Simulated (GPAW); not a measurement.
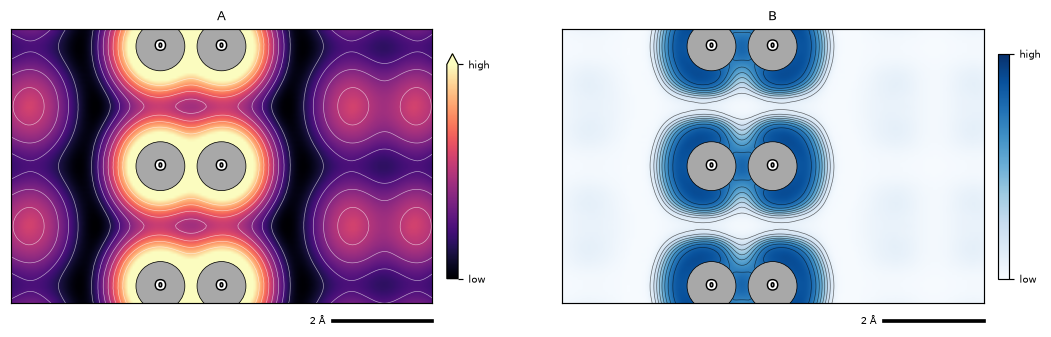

O: 2 fields on the (110) plane of the conventional cell, with unlabelled colour scales. Grey discs cover the atomic cores.

Space group Fmmm; a structure from a database of computed crystals, not necessarily the ambient phase; not relaxed (largest force 1.2 eV/Å); computed pressure about −2 GPa in this cell.

Theory: Kohn-Sham DFT of a periodic cell, PBE, GPAW PAW data sets (gpaw-data 1.2.1) in GPAW.

Q: The panels show electron localisation function and valence pseudo-density in some order. Assign them.

A: Panel A: valence pseudo-density. Panel B: electron localisation function. From the grid: O–O (1.23 Å): ρ is about 3.5 e/Å³ halfway; the ELF peaks at about 0.80 between the atoms (inside overlapping PAW spheres, so only a guide), as expected for a covalent bond.
